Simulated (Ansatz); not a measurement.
**Single-point calculation, with input and output: TaN (part 1 of 3)**

TaN (P-62m, 6 atoms in the cell), computed with DFT PBE+U, scalar-relativistic, plane waves, PAW, Ueff = 6 eV on Ta atom 1 d; Ueff = 6 eV on Ta atom 2 d; Ueff = 6 eV on Ta atom 3 d, spin-polarised (Ansatz 0.2.0).

The structure derives from an entry of the Crystallography Open Database. It belongs to a series of runs on one base structure; here: random orbitals: harmonics, high filling.

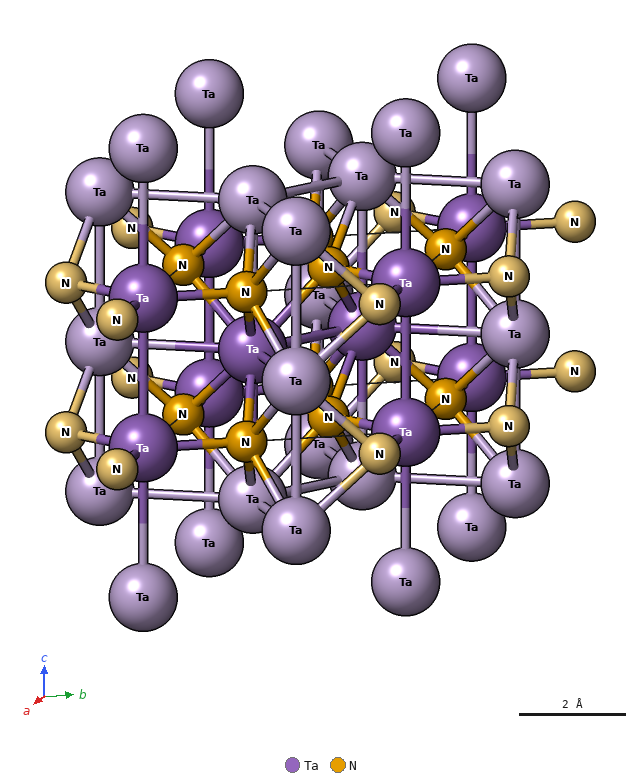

**Figure 1.** The structure as given in the input (ball-and-stick view of the cell of the calculation, seen slightly off an axis; neighbours outside the cell are drawn fainter).

## The input
```yaml
crystal:
  lattice:
    - [5.19600015, 0.0, 0.0]
    - [-2.59800008, 4.49986813, 0.0]
    - [0.0, 0.0, 2.9109996]
  atoms:
    - { symbol: Ta, position: [0.3333333333, 0.6666666667, 0.5], spin: 2.0 }
    - { symbol: Ta, position: [0.6666666667, 0.3333333333, 0.5], spin: 2.0 }
    - { symbol: Ta, position: [0.0, 0.0, 0.0], spin: 2.0 }
    - { symbol: "N", position: [0.39285, 0.0, 0.0] }
    - { symbol: "N", position: [0.60715, 0.60715, 0.0] }
    - { symbol: "N", position: [0.0, 0.39285, 0.0] }
basis:
  ecutwfc: 420
  ecutrho_ratio: 4
kpoints:
  mp_grid: { grid: [4, 4, 6] }
hamiltonian:
  xc: pbe
  hubbard:
    sites:
      - { site: 0, l: d, u_eff: 6.0, starting_ns: [{ spin: up, occupation_matrix: s0up }, { spin: down, occupation_matrix: s0down }] }
      - { site: 1, l: d, u_eff: 6.0, starting_ns: [{ spin: up, occupation_matrix: s1up }, { spin: down, occupation_matrix: s1down }] }
      - { site: 2, l: d, u_eff: 6.0, starting_ns: [{ spin: up, occupation_matrix: s2up }, { spin: down, occupation_matrix: s2down }] }
    occupation_matrices:
      s0up:
        matrix:
          - [0.02, 0.0, 0.0, 0.0, 0.0]
          - [0.0, 0.97, 0.0, 0.0, 0.0]
          - [0.0, 0.0, 0.02, 0.0, 0.0]
          - [0.0, 0.0, 0.0, 0.97, 0.0]
          - [0.0, 0.0, 0.0, 0.0, 0.02]
      s0down:
        matrix:
          - [0.02, 0.0, 0.0, 0.0, 0.0]
          - [0.0, 0.02, 0.0, 0.0, 0.0]
          - [0.0, 0.0, 0.02, 0.0, 0.0]
          - [0.0, 0.0, 0.0, 0.02, 0.0]
          - [0.0, 0.0, 0.0, 0.0, 0.02]
      s1up:
        matrix:
          - [0.02, 0.0, 0.0, 0.0, 0.0]
          - [0.0, 0.02, 0.0, 0.0, 0.0]
          - [0.0, 0.0, 0.97, 0.0, 0.0]
          - [0.0, 0.0, 0.0, 0.02, 0.0]
          - [0.0, 0.0, 0.0, 0.0, 0.97]
      s1down:
        matrix:
          - [0.02, 0.0, 0.0, 0.0, 0.0]
          - [0.0, 0.02, 0.0, 0.0, 0.0]
          - [0.0, 0.0, 0.02, 0.0, 0.0]
          - [0.0, 0.0, 0.0, 0.02, 0.0]
          - [0.0, 0.0, 0.0, 0.0, 0.02]
      s2up:
        matrix:
          - [0.97, 0.0, 0.0, 0.0, 0.0]
          - [0.0, 0.97, 0.0, 0.0, 0.0]
          - [0.0, 0.0, 0.02, 0.0, 0.0]
          - [0.0, 0.0, 0.0, 0.02, 0.0]
          - [0.0, 0.0, 0.0, 0.0, 0.02]
      s2down:
        matrix:
          - [0.02, 0.0, 0.0, 0.0, 0.0]
          - [0.0, 0.02, 0.0, 0.0, 0.0]
          - [0.0, 0.0, 0.02, 0.0, 0.0]
          - [0.0, 0.0, 0.0, 0.02, 0.0]
          - [0.0, 0.0, 0.0, 0.0, 0.02]
    ns_hold: { iters: 12 }
scf:
  occupations: { method: gaussian, width: 0.05 }
  lower_state_search: "off"
  max_iter: 150
output:
  forces: true
  stress: true
  eigenvalues: true
  populations: true
  hubbard: { sites: [{ site: 0, l: d }, { site: 1, l: d }, { site: 2, l: d }] }
  write_density: true
  write_potential: true
  elf: true
  volumetric_format: npy
magnetization:
  spin_polarized: true
```

Run on 4 threads of Arm Neoverse V2, 24 GiB of memory available, shared host.

Launch command:
```bash
ansatz run input.yaml --threads 4 --pin off --max-ram 6144MiB --backend cpu --events-out ev --progress --plain --runs-dir out
```

## What the program printed
```
Warning: crystal.symmetry: narrowed to the stabiliser of the occupation matrices — unitary ops 12 → 2; lowered by the specified shells (site 0, l: d), (site 1, l: d), (site 2, l: d); largest admitted image defect 1.3e-15, smallest excluded 7.1e-1 — at a splitting's scale: the group the occupation matrices' own texture admits
Ta: projections on atomic orbitals take those of the free atom [Kr 4d10 4f14] 5s2 5p6 5d3 6s2, of charge +0.00 (hamiltonian.pseudopotentials.projection_atoms); the dataset's partial waves leave at most 6.0e-5 of an orbital's norm unspanned inside its sphere
N: projections on atomic orbitals take those of the free atom [He] 2s2 2p3, of charge +0.00 (hamiltonian.pseudopotentials.projection_atoms); the dataset's partial waves leave at most 9.3e-9 of an orbital's norm unspanned inside its sphere
Engine: ansatz 0.2.0, aarch64-unknown-linux-gnu
Pseudopotentials: kind: paw
Pseudopotential: Ta, paw, valence charge 13, recommended cutoff 420 eV (normal), Ta.paw.azcp
Pseudopotential: N, paw, valence charge 5, recommended cutoff 420 eV (normal), N.paw.azcp
Functional definition: PBE
  parameter kappa = 0.804
  parameter beta = 0.06672455060314922
  exchange = pbe_x(kappa = kappa, mu = beta*pi^2/3)
  correlation = pbe_c(beta = beta)
Crystal: 6 atoms, lattice volume = 68.063 Å³
Basis set: ecut = 420 eV, 1287 PW (Γ), exchange–correlation on 72×72×40 points (8 copies of the dense FFT grid, shifted against one another)
Bands: 36, of which v1, the nominal top of the filled ones, is band 27 counted from 1 (26 counted from 0)
Symmetry: 2 space group operations
k-points: 40 of 96 (time reversal used)
Non-local potential: Ta, projectors of the file, l = 0: 3, l = 1: 2, l = 2: 2, l = 3: 1
Non-local potential: N, projectors of the file, l = 0: 2, l = 1: 2, l = 2: 1
PAW form: soft (Blöchl's): semilocal exchange-correlation on the pseudo side does not see the compensation charge
PAW one-centre angular grid: Ta, 590 points (default); XC on 64 Gauss nodes
PAW one-centre angular grid: N, 110 points (default); XC on 64 Gauss nodes
Initial density: superposition of atomic densities (chi_scale 0.1, normalization cell, long waves kept (reshape's long-wave potential 0.01 eV rms))
Starting moments: Σ|m| = 6 μB on 3 of 6 sites
Initial wavefunctions: pseudopotential atomic-orbital guess
Functional: x = pbe(κ = 0.804, μ = 0.2195149727645171), c = pbe(β = 0.06672455060314922)
```
